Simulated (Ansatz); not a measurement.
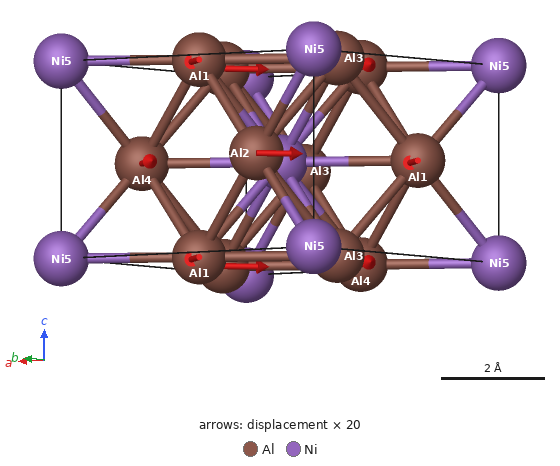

A relaxation of crystalline Al$_{4}$Ni (a generated structure, set up in I4/m) (coarse preliminary run). The starting structure is drawn; red arrows show the displacements (the part carried along by the change of the cell is left out), magnified 20 times.

A ball-and-stick model of the conventional cell (2 times the calculation's cell), seen from a free direction. Lengths and directions refer to the drawn axes.

Theory: Ansatz, DFT PBE, scalar-relativistic, plane waves, PAW. Settings: plane-wave cutoff 420 eV; k-point mesh 6 × 6 × 6; occupations gaussian; smearing width 0.1 eV; collinear spin; cell and atoms relaxed; force threshold 0.04 eV/Å; at most 70 steps.

**Atoms of which element are displaced furthest, and by how much?**

Aluminium: up to 0.047 Å, against 0.000 Å for nickel.

**Describe the change and its energy.**

Over 2 accepted moves (3 points after the start) the energy falls by 11.1 meV per atom. Largest force component: 0.42 eV/Å at the start, 0.0014 eV/Å at the end. The pressure goes from 1.26 to 0.02 GPa. At 1 point the geometry stayed and the basis and grid were re-selected for the new cell (energy shift of 0.1 meV per atom at most each time). The largest moves relative to the cell, 0.047 Å, are those of Al1, Al2, Al3 and Al4. Al2 goes along [−1 −1 0]. Ni stays in place. The drawn cell changes as follows: a = b 6.121 → 6.167 Å (+0.7 %), c 3.871 → 3.861 Å (−0.3 %); the volume changes by +1.2 %. Among the contacts that change: Al1–Al4 2.737 → 2.845 Å, Al1–Al4 (another image) 2.737 → 2.683 Å, Al1–Al2 2.737 → 2.788 Å, Al1–Ni5 2.737 → 2.732 Å. The space group stays I4/m (No. 87). The program noted that the starting moments weren't kept. The run took 27 s on 1 thread of Arm Neoverse V2, with other jobs on the host, peak memory 0.4 GiB.
